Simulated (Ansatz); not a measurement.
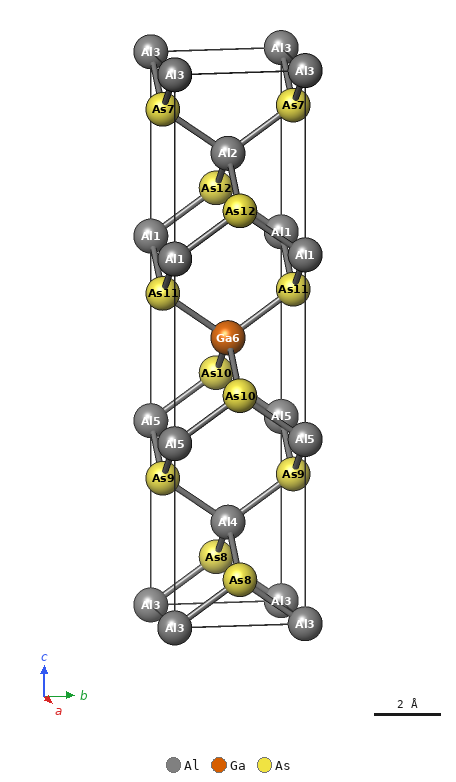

**Figure 1.** The structure (ball-and-stick view of the cell of the calculation, seen slightly off an axis; atoms are numbered from 1 in the order of the input). An atom can appear more than once, as a periodic image. Near neighbours in the periodic cell (some may lie outside the picture): Al has 4 As at 2.48 Å; Ga has 4 As at 2.49 Å; As has 4 Al at 2.48 Å; As has 2 Al at 2.48 Å and 2 Ga at 2.49 Å.

**Al₅GaAs₆: one change and its effect**

System: Al₅GaAs₆ (P-4m2, 12 atoms in the cell).
Method of the first run: DFT PBEsol, scalar-relativistic, plane waves, PAW, no spin polarisation (Ansatz 0.2.0).

The structure was made by a generator, so it may or may not be a known phase. Text and figures count atoms from 1; the logs count them from 0 in places.

### Input, the first run
```yaml
crystal:
  lattice:
    - [4.0541471, 0.0, 0.0]
    - [0.0, 4.0541471, 0.0]
    - [0.0, 0.0, 17.1817152]
  atoms:
    - { symbol: Al, position: [0.0, 0.0, 0.666894] }
    - { symbol: Al, position: [0.5, 0.5, 0.833458] }
    - { symbol: Al, position: [0.0, 0.0, 0.0] }
    - { symbol: Al, position: [0.5, 0.5, 0.166542] }
    - { symbol: Al, position: [0.0, 0.0, 0.333106] }
    - { symbol: Ga, position: [0.5, 0.5, 0.5] }
    - { symbol: As, position: [0.5, 0.0, 0.916733] }
    - { symbol: As, position: [0.0, 0.5, 0.083267] }
    - { symbol: As, position: [0.5, 0.0, 0.249829] }
    - { symbol: As, position: [0.0, 0.5, 0.416049] }
    - { symbol: As, position: [0.5, 0.0, 0.583951] }
    - { symbol: As, position: [0.0, 0.5, 0.750171] }
basis:
  ecutwfc: 420
kpoints:
  mp_grid: { grid: [8, 8, 2] }
  band_path:
    path:
      - [[0.0, 0.0, 0.0], [0.0, 0.5, 0.0], [0.5, 0.5, 0.0], [0.0, 0.0, 0.0], [0.0, 0.0, 0.5], [0.0, 0.5, 0.5], [0.5, 0.5, 0.5], [0.0, 0.0, 0.5]]
      - [[0.0, 0.5, 0.0], [0.0, 0.5, 0.5]]
      - [[0.5, 0.5, 0.0], [0.5, 0.5, 0.5]]
    npoints: 10
hamiltonian:
  xc: pbesol
scf:
  occupations: { method: gaussian, width: 0.02 }
  n_extra_bands: 30
output:
  forces: true
  stress: true
  eigenvalues: true
  populations: true
  dos: { projected: true, de: 0.02, nscf_kmesh: { grid: [12, 12, 3] } }
  bader: false
```

Command:
```bash
ansatz run input.yaml --threads 4 --pin off --max-ram 8192MiB --backend cpu --events-out ev --progress --plain --runs-dir out
```

Hardware: 4 threads of Intel Xeon @ 2.50GHz (Skylake/Cascade Lake), 176 GiB of memory available, shared host.

### Output, shortened to warnings, some set-up lines, iterations and results (the first run)
```
Basis set: ecut = 420 eV, 5561 PW (Γ), exchange–correlation on 60×60×240 points (8 copies of the dense FFT grid, shifted against one another)
Symmetry: 8 space group operations
k-points: 30 of 128
Initial density: superposition of atomic densities (neutral atoms: chi_scale 0, normalization atom), corrected by the library's trained network
[...]
SCF iter   1: F=—  HF=-35249.010908 eV  |F-HF|=—  |Δ(HF+E_count)|=         —  Δρ=2.90e-3  dr2=4.37e-2  ethr=1.77e-3  ⟨swp⟩=6.0  Hψ=11128  notcnv=0  defer=162
SCF iter   2: F=—  HF=-35248.998799 eV  |F-HF|=—  |Δ(HF+E_count)|=   1.21e-2  Δρ=1.56e-3  dr2=1.16e-2  ethr=3.70e-5  ⟨swp⟩=2.9  Hψ=4862  notcnv=0  defer=712
SCF iter   3: F=—  HF=-35248.997427 eV  |F-HF|=—  |Δ(HF+E_count)|=   1.37e-3  Δρ=4.63e-4  dr2=1.79e-3  ethr=9.80e-6  ⟨swp⟩=2.0  Hψ=2513  notcnv=0  defer=712
SCF iter   4: F=—  HF=-35248.997458 eV  |F-HF|=—  |Δ(HF+E_count)|=   3.07e-5  Δρ=1.68e-4  dr2=4.65e-4  ethr=1.52e-6  ⟨swp⟩=2.0  Hψ=2924  notcnv=0  defer=712
SCF iter   5: F=—  HF=-35248.997461 eV  |F-HF|=—  |Δ(HF+E_count)|=   3.05e-6  Δρ=8.76e-5  dr2=2.95e-5  ethr=3.94e-7  ⟨swp⟩=2.0  Hψ=2270  notcnv=0  defer=712
SCF iter   6: F=—  HF=-35248.997632 eV  |F-HF|=—  |Δ(HF+E_count)|=   1.71e-4  Δρ=3.09e-5  dr2=2.90e-6  ethr=2.50e-8  ⟨swp⟩=2.0  Hψ=3018  notcnv=0  defer=712
SCF iter   7: F=—  HF=-35248.997633 eV  |F-HF|=—  |Δ(HF+E_count)|=   9.27e-7  Δρ=1.06e-5  dr2=2.44e-7  ethr=2.45e-9  ⟨swp⟩=2.0  Hψ=3276  notcnv=0  defer=712
SCF iter   8: F=-35248.997633 eV  HF=-35248.997633 eV  |F-HF|=3.30e-8  |Δ(HF+E_count)|=   1.62e-7  Δρ=2.71e-6  dr2=1.47e-8  ethr=8.47e-11  ⟨swp⟩=12.0  Hψ=14641  notcnv=0
SCF 1 converged in 8 iterations: F = -35248.997633 eV  dr2 = 1.47e-8
NSCF: frozen V_eff on 93 k-points
NSCF: frozen V_eff on 56 k-points
SCF converged after 8 iterations
Free energy (F): -35248.997633 eV
Harris-Foulkes:  -35248.997633 eV  (|F-HF|=3.30e-8)
Internal energy: -35248.997633 eV  (E = F + TS)
E sigma→0 (E₀):  -35248.997633 eV
Fermi energy:    6.810068 eV
--- Per-component energies (eV) ---
  E_band       = -1714.771275
  E_kinetic    = 846.636160
  E_local      = -16001.692311  (includes V_loc(G=0)·N_el)
  E_nonlocal   = -3530.782554
  E_hartree    = 8347.284623
  E_xc         = -734.161313
  E_vxc        = -675.245795  (∫ρ·V_xc dr)
  E_paw        = -14984.223115  (= ΣΔE_a)
  E_vpaw       = 951.746629  (= ΣTr[D̂ρ^β])
  E_aug_tail   = -0.000083  (compensation charges beyond the density's cutoff)
  E_ewald      = -9198.816285
  E_core_change = 6.757245  (= ΣΔE_core)
  E_smearing   = -0.000000  (= −TS)
  E_closure    = 0.000000  (closes the sum)
  Σ components = -35248.997633   (vs F -35248.997633, Δ=0.00e0)
--- Forces (eV/Å), atoms counted from 1 ---
  atom   1  Al     0.00000000     0.00000000    -0.00344821
  atom   2  Al    -0.00000000     0.00000000    -0.00016181
  atom   3  Al     0.00000000     0.00000000     0.00000000
  atom   4  Al     0.00000000     0.00000000     0.00016181
  atom   5  Al     0.00000000     0.00000000     0.00344821
  atom   6  Ga     0.00000000     0.00000000     0.00000000
  atom   7  As     0.00000000     0.00000000     0.00006885
  atom   8  As     0.00000000     0.00000000    -0.00006885
  atom   9  As     0.00000000     0.00000000     0.00063825
  atom  10  As    -0.00000000     0.00000000     0.08532344
  atom  11  As    -0.00000000     0.00000000    -0.08532344
  atom  12  As     0.00000000     0.00000000    -0.00063825
  max |Σ_I F_I| component: 2.08e-17 eV/Å
--- Stress (GPa, compression-positive) ---
       -2.075916       0.000000       0.000000
        0.000000      -2.075916       0.000000
        0.000000       0.000000      -2.072272
  P = ⅓ Tr σ = -2.0747 GPa (-20.747 kbar)
--- Löwdin populations: 12 sites ---
  site symbol       q [e]
     0     Al      2.6204
     1     Al      2.6137
     2     Al      2.6135
     3     Al      2.6137
     4     Al      2.6204
     5     Ga     12.9410
     6     As     15.3373
     7     As     15.3373
     8     As     15.3377
     9     As     15.1716
    10     As     15.1716
    11     As     15.3377
  spilling = 0.002407 (of n_electrons = 118.000000)
```

For the second run the input was changed thus:
```diff
-  xc: pbesol
+  xc: pbe
```

What does this change do to the results?

The total energies belong to different methods, so their difference says nothing on which is more stable or more accurate. The gap on the mesh goes from 1.32 to 1.40 eV. The pressure goes from −2.07 to 0.00 GPa. The largest force goes from 0.085 to 0.001 eV/Å. The functional changes from PBEsol to PBE. Along LDA, PBEsol, PBE and RPBE the binding weakens and the preferred volume grows, so the same cell is under more pressure with the later ones. The number of SCF iterations is the same.

### Output, shortened to warnings, some set-up lines, iterations and results (the second run)
```
Basis set: ecut = 420 eV, 5561 PW (Γ), exchange–correlation on 60×60×240 points (8 copies of the dense FFT grid, shifted against one another)
Symmetry: 8 space group operations
k-points: 30 of 128
Initial density: superposition of atomic densities (neutral atoms: chi_scale 0, normalization atom), corrected by the library's trained network
[...]
SCF iter   1: F=—  HF=-35612.926454 eV  |F-HF|=—  |Δ(HF+E_count)|=         —  Δρ=1.79e-3  dr2=1.93e-2  ethr=1.77e-3  ⟨swp⟩=6.0  Hψ=11130  notcnv=0  defer=160
SCF iter   2: F=—  HF=-35612.920775 eV  |F-HF|=—  |Δ(HF+E_count)|=   5.68e-3  Δρ=8.73e-4  dr2=4.12e-3  ethr=1.63e-5  ⟨swp⟩=2.0  Hψ=3338  notcnv=0  defer=712
SCF iter   3: F=—  HF=-35612.920542 eV  |F-HF|=—  |Δ(HF+E_count)|=   2.33e-4  Δρ=3.78e-4  dr2=1.43e-3  ethr=3.49e-6  ⟨swp⟩=2.0  Hψ=3015  notcnv=0  defer=712
SCF iter   4: F=—  HF=-35612.920350 eV  |F-HF|=—  |Δ(HF+E_count)|=   1.92e-4  Δρ=1.56e-4  dr2=1.07e-4  ethr=1.22e-6  ⟨swp⟩=2.0  Hψ=2826  notcnv=0  defer=712
SCF iter   5: F=—  HF=-35612.920422 eV  |F-HF|=—  |Δ(HF+E_count)|=   7.23e-5  Δρ=5.86e-5  dr2=1.39e-5  ethr=9.03e-8  ⟨swp⟩=2.0  Hψ=2828  notcnv=0  defer=712
SCF iter   6: F=—  HF=-35612.920628 eV  |F-HF|=—  |Δ(HF+E_count)|=   2.06e-4  Δρ=2.41e-5  dr2=3.35e-6  ethr=1.18e-8  ⟨swp⟩=2.0  Hψ=3851  notcnv=0  defer=712
SCF iter   7: F=—  HF=-35612.920631 eV  |F-HF|=—  |Δ(HF+E_count)|=   2.82e-6  Δρ=9.35e-6  dr2=2.90e-7  ethr=2.84e-9  ⟨swp⟩=2.0  Hψ=2828  notcnv=0  defer=712
SCF iter   8: F=-35612.920631 eV  HF=-35612.920631 eV  |F-HF|=5.98e-8  |Δ(HF+E_count)|=   4.02e-7  Δρ=3.44e-6  dr2=3.18e-8  ethr=8.47e-11  ⟨swp⟩=12.1  Hψ=15162  notcnv=0
SCF 1 converged in 8 iterations: F = -35612.920631 eV  dr2 = 3.18e-8
NSCF: frozen V_eff on 93 k-points
NSCF: frozen V_eff on 56 k-points
SCF converged after 8 iterations
Free energy (F): -35612.920631 eV
Harris-Foulkes:  -35612.920631 eV  (|F-HF|=5.98e-8)
Internal energy: -35612.920631 eV  (E = F + TS)
E sigma→0 (E₀):  -35612.920631 eV
Fermi energy:    6.950603 eV
--- Per-component energies (eV) ---
  E_band       = -1699.950376
  E_kinetic    = 847.030178
  E_local      = -15986.098327  (includes V_loc(G=0)·N_el)
  E_nonlocal   = -3545.748360
  E_hartree    = 8351.553875
  E_xc         = -740.938502
  E_vxc        = -675.694745  (∫ρ·V_xc dr)
  E_paw        = -15339.903133  (= ΣΔE_a)
  E_vpaw       = 957.454237  (= ΣTr[D̂ρ^β])
  E_aug_tail   = -0.000078  (compensation charges beyond the density's cutoff)
  E_ewald      = -9198.816285
  E_smearing   = -0.000000  (= −TS)
  E_closure    = 0.000000  (closes the sum)
  Σ components = -35612.920631   (vs F -35612.920631, Δ=0.00e0)
--- Forces (eV/Å), atoms counted from 1 ---
  atom   1  Al    -0.00000000     0.00000000     0.00135257
  atom   2  Al    -0.00000000     0.00000000    -0.00024912
  atom   3  Al    -0.00000000     0.00000000     0.00000000
  atom   4  Al    -0.00000000     0.00000000     0.00024912
  atom   5  Al     0.00000000     0.00000000    -0.00135257
  atom   6  Ga    -0.00000000     0.00000000     0.00000000
  atom   7  As    -0.00000000     0.00000000    -0.00004606
  atom   8  As    -0.00000000     0.00000000     0.00004606
  atom   9  As     0.00000000     0.00000000     0.00021464
  atom  10  As    -0.00000000     0.00000000     0.00004994
  atom  11  As     0.00000000     0.00000000    -0.00004994
  atom  12  As     0.00000000     0.00000000    -0.00021464
  max |Σ_I F_I| component: 5.14e-25 eV/Å
--- Stress (GPa, compression-positive) ---
       -0.004713       0.000000      -0.000000
        0.000000      -0.004713       0.000000
       -0.000000       0.000000       0.007002
  P = ⅓ Tr σ = -0.0008 GPa (-0.008 kbar)
--- Löwdin populations: 12 sites ---
  site symbol       q [e]
     0     Al      2.6160
     1     Al      2.6090
     2     Al      2.6088
     3     Al      2.6090
     4     Al      2.6160
     5     Ga     12.9266
     6     As     15.3401
     7     As     15.3401
     8     As     15.3406
     9     As     15.1790
    10     As     15.1790
    11     As     15.3406
  spilling = 0.002501 (of n_electrons = 118.000000)
```

### The two runs side by side

| quantity | the first run | the second run |
| --- | --- | --- |
| outcome | converged | converged |
| free energy per atom (eV) | −2937.4165 | −2967.7434 |
| gap on the mesh (eV) | 1.32 | 1.40 |
| pressure (GPa) | −2.07 | 0.00 |
| largest force (eV/Å) | 0.085 | 0.001 |
| SCF iterations | 8 | 8 |
| irreducible k-points | 30 | 30 |
| plane waves at Γ | 5561 | 5561 |
| wall time (shared host) | 93 s | 84 s |
